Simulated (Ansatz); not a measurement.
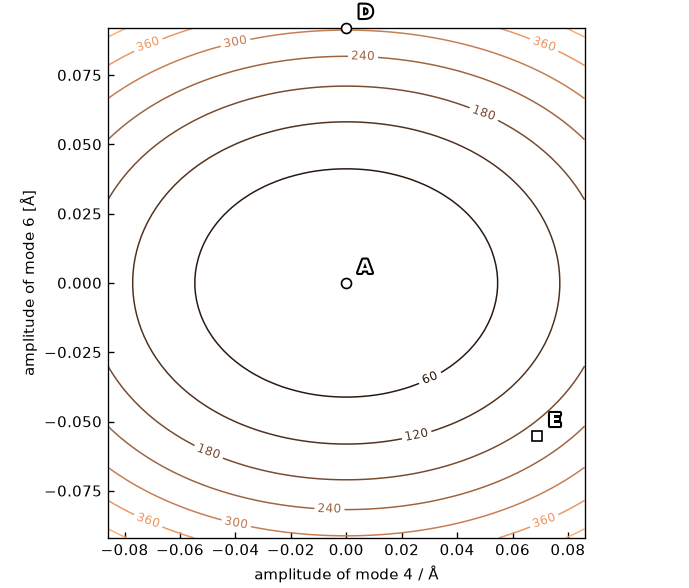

C (Fmmm, No. 69; 4 atoms in the cell). The energy is mapped over two normal modes frozen in (zone-centre modes of the 4-atom cell of this scan, which folds in the wave vector (0, 0, 1/2) of the primitive cell). First axis: amplitude of mode 4 (478 cm⁻¹), largest displacement. Second axis: amplitude of mode 6 (633 cm⁻¹), largest displacement. Nothing is relaxed (the cell and all other modes fixed). Grid: 11 × 11 points; 36 points were computed and 85 follow by symmetry. Points are written as (first, second). All energies are given in meV per cell relative to the lowest grid point. Method: DFT PBE+D3(BJ), scalar-relativistic, plane waves, PAW (Ansatz). Settings: cutoff 520 eV, k-mesh 14×10×8 in the order of the run's cell vectors, gaussian smearing 0.03 eV, no spin polarisation.

Drawn: contour lines labelled in meV, lettered points. Between grid points the surface is interpolated.

### What kind of point is each of A, E: minimum, saddle, maximum or slope?

A: minimum; E: on a slope. (In these two coordinates alone; a stationary point may lie a little off the grid point.)

### Rank the lettered points by energy, lowest first.

A (0 meV), E (200 meV), D (305 meV).

PAW datasets: the set soft_1.
